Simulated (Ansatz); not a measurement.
Input file:

```
crystal:
  lattice:
    - [3.2291363681, 0.0, 0.0]
    - [0.0, 3.2291363681, 0.0]
    - [0.0, 0.0, 25.469739602]
  atoms:
    - { symbol: Si, position: [0.0, 0.0, 0.2944670859] }
    - { symbol: W, position: [0.5, 0.5, 0.3455629161] }
    - { symbol: Si, position: [0.0, 0.0, 0.3966587462] }
    - { symbol: Si, position: [0.5, 0.5, 0.4489041699] }
    - { symbol: W, position: [0.0, 0.0, 0.5] }
    - { symbol: Si, position: [0.5, 0.5, 0.5510958301] }
    - { symbol: Si, position: [0.0, 0.0, 0.6033412538] }
    - { symbol: W, position: [0.5, 0.5, 0.6544370839] }
    - { symbol: Si, position: [0.0, 0.0, 0.7055329141] }
basis:
  ecutwfc: 420
kpoints:
  mp_grid: { grid: [11, 11, 1] }
hamiltonian:
  xc: pbe
scf:
  occupations: { method: gaussian, width: 0.1 }
output:
  forces: true
  stress: true
  eigenvalues: true
  write_density: true
  write_potential: true
  elf: true
  volumetric_format: npy
efield:
  axis: 3
  dipole_correction: true
  ramp_width: 0.04
```

Run with:

```sh
ansatz run input.yaml --threads 4 --pin off --max-ram 8192MiB --backend cpu --events-out ev --progress --plain --runs-dir out
```

Not relaxed (largest force 0.4 eV/Å).

Level of theory: DFT PBE, scalar-relativistic, plane waves, PAW in Ansatz 0.2.0.

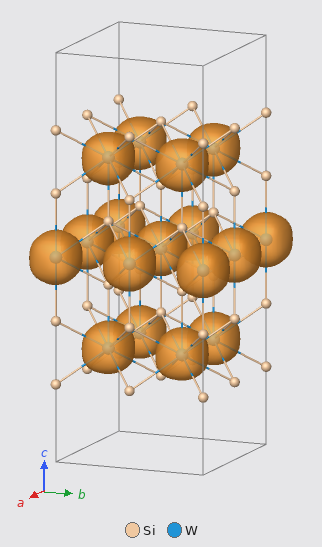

Si₂W (slab). Isosurface of the valence charge density (pseudo) at 0.5 e/Å³ (orange), seen slightly off an axis. Sticks mark near contacts.

Core electrons are frozen (PAW), and the valence fields are smoothed inside the atomic spheres.

What does this surface tell about the bonding?

At this value the density breaks into separate islands; it holds about 50 % of the electrons treated as valence (semicore included). It bridges none of the near contacts. It is pinched off along the shortest Si–W (2.63 Å) contacts. On the grid the lowest density along these lines, outside the cores, is 0.4 e/Å³ (Si–W, 2.63 Å).

Metal or insulator at this level of theory?

It is metallic or semimetallic at this level of theory: no gap opens.
